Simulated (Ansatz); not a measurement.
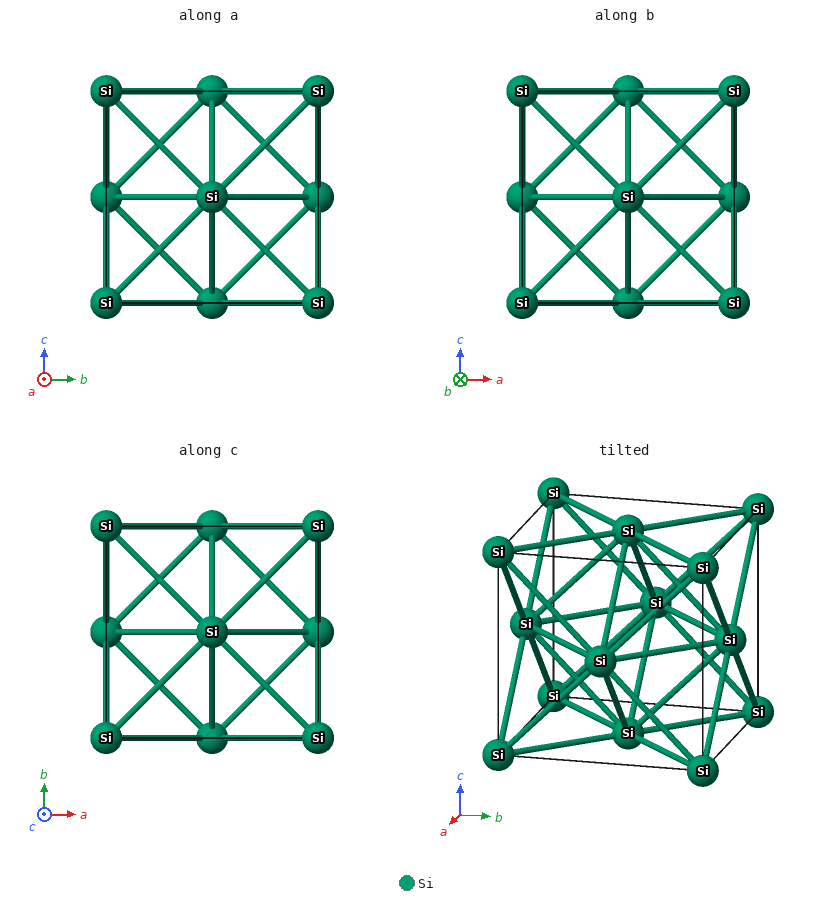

View along the a axis, along the b axis, along the c axis and slightly off an axis, drawn as a ball-and-stick model. The edges of the conventional unit cell are marked.

Lattice parameters: a = 3.8010 Å, b = 3.8010 Å, c = 3.8010 Å, α = 90.000°, β = 90.000°, γ = 90.000°.

Give the structure in the form of a CIF with its space group and independent sites.

```cif
data_structure
_symmetry_space_group_name_H-M 'F m -3 m'
_symmetry_Int_Tables_number 225
_cell_length_a 3.8010
_cell_length_b 3.8010
_cell_length_c 3.8010
_cell_angle_alpha 90.000
_cell_angle_beta 90.000
_cell_angle_gamma 90.000
_cell_volume 54.92
loop_
_atom_site_label
_atom_site_type_symbol
_atom_site_symmetry_multiplicity
_atom_site_Wyckoff_symbol
_atom_site_fract_x
_atom_site_fract_y
_atom_site_fract_z
_atom_site_occupancy
Si1 Si 4 a 0.0000 0.0000 0.0000 1
```

Provenance: a structure type filled with this element by a generator (whether the element takes this form wasn't checked). Earlier steps of the study may have refined or changed the cell and positions. Ansatz was used for an electronic-structure calculation on it.
